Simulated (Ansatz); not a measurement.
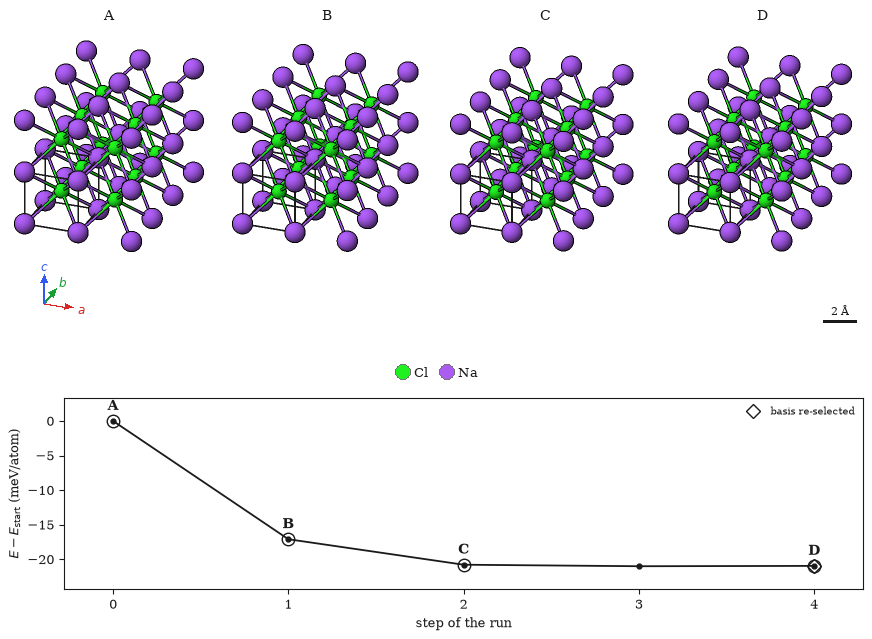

Frames of a relaxation of solid NaCl (set up in Pm-3m), marked on the history of the run. The picture is a ball-and-stick view of the cell of the calculation, repeated 2 × 3 × 2 with one cell outlined, seen from a free direction.

The run lets cell and atoms move.

Computed with Ansatz, Kohn-Sham DFT of a periodic cell, PBEsol with D3(BJ), Ansatz PAW.

Input
```yaml
crystal:
  lattice:
    - [3.50219, 0.0, 0.0]
    - [0.0, 3.50219, 0.0]
    - [0.0, 0.0, 3.50219]
  atoms:
    - { symbol: Cl, position: [0.5, 0.5, 0.5] }
    - { symbol: Na, position: [0.0, 0.0, 0.0] }
hamiltonian:
  xc: pbesol
  pseudopotentials: { kind: paw }
  dispersion: d3bj
kpoints:
  mp_grid: { grid: [8, 8, 8] }
scf:
  occupations: { method: fermi_dirac, width: 0.05 }
output:
  forces: true
  stress: true
  eigenvalues: true
relax:
  f_tol: 0.01
  max_steps: 40
  cell: { stress_tol: 0.05 }
```

Run as
```bash
ansatz run input.yaml --threads 2 --pin off --max-ram 5632MiB --backend cpu --events-out ev --progress --plain --runs-dir out
```

### Describe the path.

No atom moves by more than 0.005 Å relative to the cell. Cell: a = b = c 3.502 → 3.379 Å (−3.5 %). Volume −10.2 %. Among the contacts that change: Cl–Na 3.033 → 2.927 Å. The space group stays Pm-3m (No. 221). After 3 accepted moves (4 points after the start) the energy has fallen by 21.0 meV per atom. All forces vanish by symmetry, so only the cell relaxes. Pressure: −2.79 GPa at the start and 0.01 GPa at the end. At 1 point the geometry stayed and the basis and grid were re-selected for the new cell (energy shift of less than 0.05 meV per atom at most each time). The run took 3.7 s on 2 threads of Intel(R) Xeon(R) Processor @ 2.70GHz (shared host), peak memory 0.33 GiB. From step 0 to 1: volume −6.0 %, energy −17.1 meV per atom. From step 1 to 2: volume −5.4 %, energy −3.7 meV per atom. From step 2 to 4: volume +1.0 %, energy −0.2 meV per atom.

```csv
step,"E − E(0), meV/atom","pressure, GPa","volume, Å³/atom",note
0,0.00,-2.79,21.478,
1,-17.10,-1.35,20.184,
2,-20.78,0.36,19.099,
3,-21.00,0.01,19.294,
4,-20.95,0.01,19.294,"same geometry, new basis"
```
